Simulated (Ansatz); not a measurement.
Consider SiC.

Input

```
crystal:
  lattice:
    - [3.0941201761, -5.3591733614, 0.0]
    - [-6.1882403623, 5.8e-09, 0.0]
    - [0.0, 0.0, -10.1293391959]
  atoms:
    - { symbol: Si, position: [0.3333333333, 0.1666666667, 0.0621558122] }
    - { symbol: Si, position: [0.8333333333, 0.1666666667, 0.0621558122] }
    - { symbol: Si, position: [0.3333333333, 0.6666666667, 0.0621558122] }
    - { symbol: Si, position: [0.8333333333, 0.6666666667, 0.0621558122] }
    - { symbol: Si, position: [0.1666666667, 0.3333333333, 0.5621558122] }
    - { symbol: Si, position: [0.6666666667, 0.3333333333, 0.5621558122] }
    - { symbol: Si, position: [0.1666666667, 0.8333333333, 0.5621558122] }
    - { symbol: Si, position: [0.6666666667, 0.8333333333, 0.5621558122] }
    - { symbol: Si, position: [0.5, 0.0, 0.3121004435] }
    - { symbol: Si, position: [1.0, 0.0, 0.3121004435] }
    - { symbol: Si, position: [0.5, 0.5, 0.3121004435] }
    - { symbol: Si, position: [1.0, 0.5, 0.3121004435] }
    - { symbol: Si, position: [0.0, 0.5, 0.8121004435] }
    - { symbol: Si, position: [0.5, 0.5, 0.8121004435] }
    - { symbol: Si, position: [0.0, 1.0, 0.8121004435] }
    - { symbol: Si, position: [0.5, 1.0, 0.8121004435] }
    - { symbol: C, position: [0.3333333333, 0.1666666667, 0.2501925542] }
    - { symbol: C, position: [0.8333333333, 0.1666666667, 0.2501925542] }
    - { symbol: C, position: [0.3333333333, 0.6666666667, 0.2501925542] }
    - { symbol: C, position: [0.8333333333, 0.6666666667, 0.2501925542] }
    - { symbol: C, position: [0.1666666667, 0.3333333333, 0.7501925542] }
    - { symbol: C, position: [0.6666666667, 0.3333333333, 0.7501925542] }
    - { symbol: C, position: [0.1666666667, 0.8333333333, 0.7501925542] }
    - { symbol: C, position: [0.6666666667, 0.8333333333, 0.7501925542] }
    - { symbol: C, position: [0.0, 0.0, 0.4995521901] }
    - { symbol: C, position: [0.5, 0.0, 0.4995521901] }
    - { symbol: C, position: [0.0, 0.5, 0.4995521901] }
    - { symbol: C, position: [0.5, 0.5, 0.4995521901] }
    - { symbol: C, position: [0.5, 0.5, 0.9995521901] }
    - { symbol: C, position: [1.0, 0.5, 0.9995521901] }
    - { symbol: C, position: [0.5, 1.0, 0.9995521901] }
    - { symbol: C, position: [1.0, 1.0, 0.9995521901] }
basis:
  ecutwfc: 420
  xc_grid: 2
kpoints:
  mp_grid: { grid: [4, 4, 2], shift: [0.0, 0.0, 0.0] }
hamiltonian:
  xc: pbe
scf:
  occupations: { method: gaussian, width: 0.01 }
output:
  forces: true
  stress: true
  eigenvalues: true
  write_density: true
  write_potential: true
  elf: true
  volumetric_format: npy
```

Launched as:

```sh
ansatz run input.yaml --threads 4 --pin off --max-ram 8192MiB --backend cpu --events-out ev --progress --plain --runs-dir out
```

Space group P6₃mc; a structure from a database of computed crystals, not necessarily the ambient phase.

Computed with DFT PBE, scalar-relativistic, plane waves, PAW in Ansatz 0.2.0.

### Predict the valence pseudo-density and electron localisation function between the atoms.

Si–C (1.90 Å): ρ at the midpoint is about 0.87 e/Å³; the ELF peaks at about 0.95 between the atoms; a shared electron pair.

### Does the calculation give a band gap?

It is gapped, with a Kohn–Sham gap of 2.2 eV on the k-point mesh (the band edges may lie off the mesh, which would make the gap smaller).

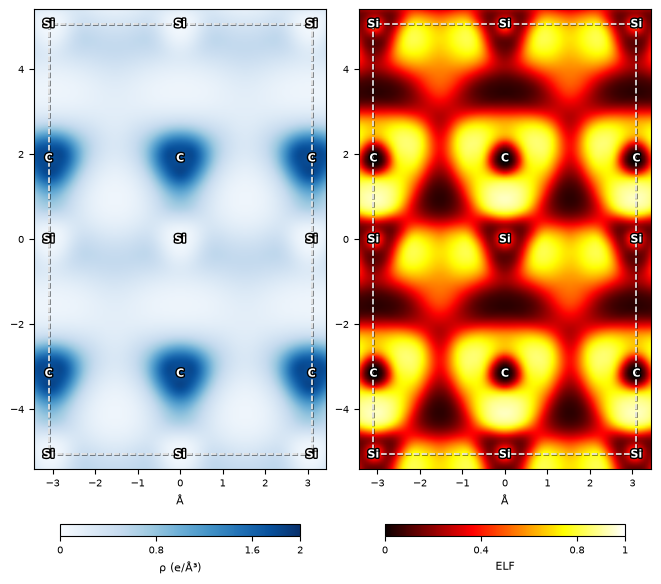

Computed valence pseudo-density and electron localisation function on the (100) plane of the calculation cell, in this order. Atoms just off the plane (Si, 0.9 Å away and C, 0.9 Å away) can leave unmarked features too.

The density is the valence pseudo-density of a PAW calculation; it isn't the true density close to the nuclei.
